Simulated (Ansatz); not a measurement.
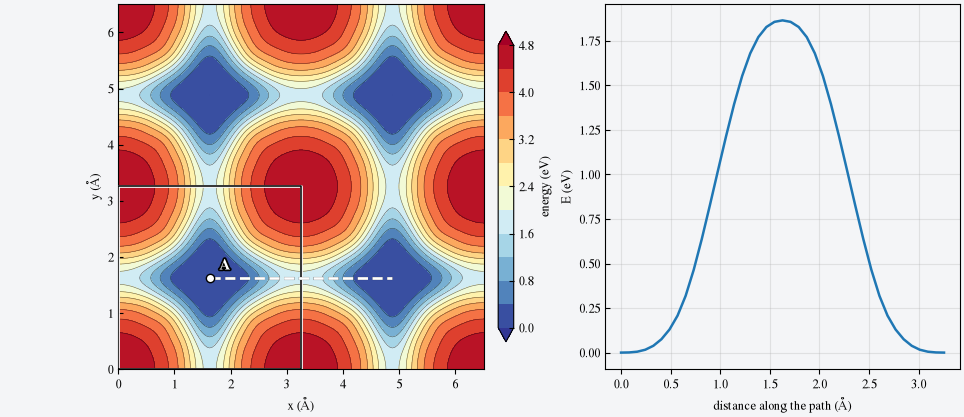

C on a Ti(100) slab cut from the Im-3m phase, its upper half relaxed before the scan (16 atoms of substrate and one adsorbate in a 2 × 2 cell). C is moved over the surface cell; relaxed at each place: the height of the adsorbate's atoms; substrate rigid; the origin of the map has the adsorbate above Ti13. Places are given modulo a cell vector. The map is drawn in real space over the plane of the surface. The grid has 6 × 6 points; 10 points were computed and 26 follow by symmetry. Places are given in fractions of the 1 × 1 surface cell. All energies are given in eV relative to the lowest grid point. All numbers below come from DFT PBE, scalar-relativistic, plane waves, PAW (Ansatz). Settings: cutoff 420 eV, k-mesh 4×4×1, gaussian smearing 0.1 eV, no spin polarisation.

In the figure: filled contours, a line along the lowest path, the outline of one cell of the 2 × 2 shown, one colour for all values above the top of the scale, the energy along the path at the right, the start A. Between grid points the surface is interpolated.

### Describe the path and its barrier.

The easiest path leads from the well at a fourfold hollow over a second-layer Ti atom, (3/6, 3/6) of the cell vectors to its copy one period on. Its highest point lies about 1.9 eV above the bottom of the first well on the interpolated surface, at a bridge site between two Ti atoms, (0/6, 3/6) of the cell vectors. This is the barrier on the constrained surface; relaxing the other coordinates would change it.

PAW datasets: the set soft_1.
